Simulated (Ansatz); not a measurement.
Take the following structure.

```cif
data_structure
_symmetry_space_group_name_H-M 'P 1'
_symmetry_Int_Tables_number 1
_cell_length_a 3.1458
_cell_length_b 3.1458
_cell_length_c 47.7730
_cell_angle_alpha 90.000
_cell_angle_beta 90.000
_cell_angle_gamma 120.000
_cell_volume 409.42
loop_
_atom_site_label
_atom_site_type_symbol
_atom_site_fract_x
_atom_site_fract_y
_atom_site_fract_z
_atom_site_occupancy
S1 S 0.66667 0.33333 0.17792 1
S2 S 0.66667 0.33333 0.46720 1
W1 W 0.33333 0.66667 0.50000 1
S3 S 0.66667 0.33333 0.53280 1
S4 S 0.66667 0.33333 0.82208 1
```

Question: Give a crystallographic description of this input.

Answer: The structure is one of WS4. With Z = 1, the cell contains 1 W, 4 S. The polyhedra are WS6 trigonal prisms; they share edges. Around each W lie six S in a trigonal prismatic arrangement at 2.40 Å. S takes two kinds of site: 2i with no bonds drawn; 2i with three W in a trigonal pyramidal arrangement at 2.40 Å. Not all metal-metal contacts are counted. The bonds build WS2 layers parallel to (001); some S atoms get no bond from the drawing's distance rule.

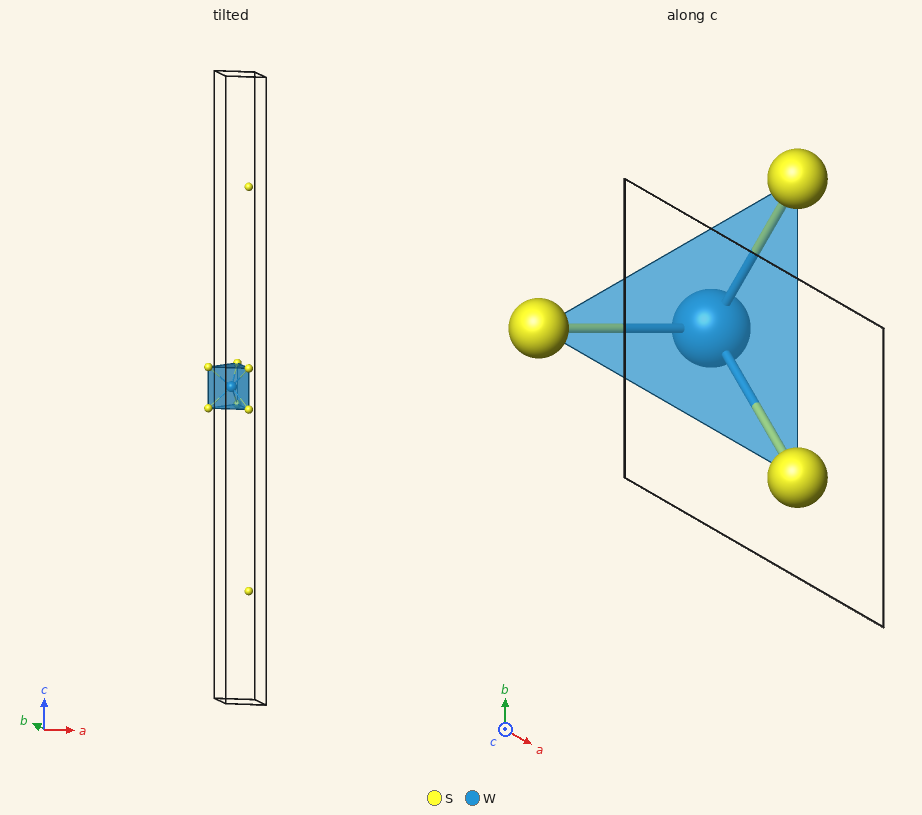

The figure gives a polyhedral picture of the atoms, viewed slightly off an axis and along the c axis. Lines trace the edges of the simulation cell. A few atoms beyond the faces are included.

Its origin is a structure listed in the Materials Project, from which a slab was cut. The atoms were relaxed in a fixed cell with DFT PBEsol, scalar-relativistic, plane waves, PAW (Ansatz), but for two held in place.
